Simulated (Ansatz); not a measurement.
System: Hf.

Input

```
crystal:
  lattice:
    - [-3.4906556865, 3.4906556865, 0.0]
    - [0.0, -3.4906556865, -3.4906556865]
    - [-3.4906556865, -3.4906556865, 3.4906556865]
  atoms:
    - { symbol: Hf, position: [0.3333333333, 0.6666666667, 0.6666666667] }
    - { symbol: Hf, position: [0.3333333333, 0.6666666667, 0.1666666667] }
    - { symbol: Hf, position: [0.6666666667, 0.3333333333, 0.8333333333] }
    - { symbol: Hf, position: [0.6666666667, 0.3333333333, 0.3333333333] }
    - { symbol: Hf, position: [0.0, 0.0, 0.5] }
    - { symbol: Hf, position: [0.0, 0.0, 0.0] }
basis:
  ecutwfc: 420
kpoints:
  mp_grid: { grid: [12, 12, 6] }
hamiltonian:
  xc: pbesol
scf:
  occupations: { method: gaussian, width: 0.1 }
output:
  forces: true
  stress: true
  eigenvalues: true
  write_density: true
  write_potential: true
  elf: true
  volumetric_format: npy
relax:
  adjacent_minimum: "off"
  f_tol: 0.015
  max_steps: 60
  cell: { stress_tol: 0.15 }
```

Run with:

```sh
ansatz run input.yaml --threads 1 --pin off --max-ram 2560MiB --backend cpu --events-out ev --progress --plain --runs-dir out
```

The fields are those of the run's last geometry, not of the input's.

Space group R-3m.

Theory: DFT PBEsol, scalar-relativistic, plane waves, PAW (Ansatz).

Question: What can the converged valence pseudo-density and electron localisation function tell about the bonding?

Answer: Hf–Hf (3.01 Å): ρ is about 0.21 e/Å³ halfway; the ELF is about 0.20 at the midpoint (no localised pair shows between them).

Question: Metal or insulator at this level of theory?

Answer: It is metallic or semimetallic at this level of theory: no gap opens.

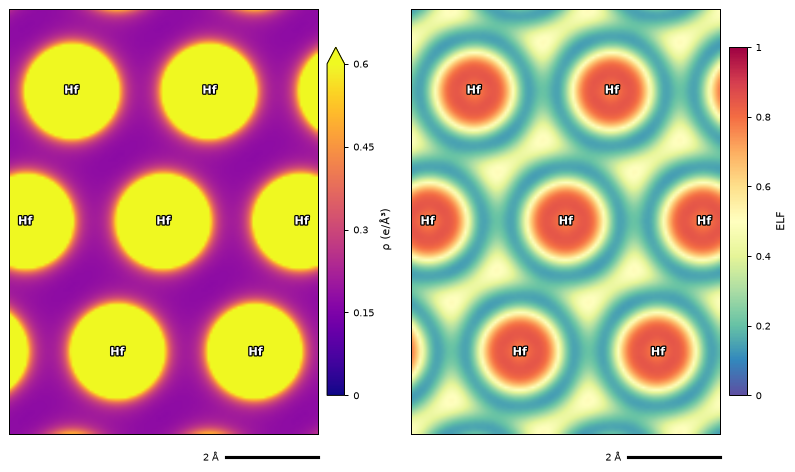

Computed valence pseudo-density and electron localisation function on the (110) plane of the calculation cell, in this order. 
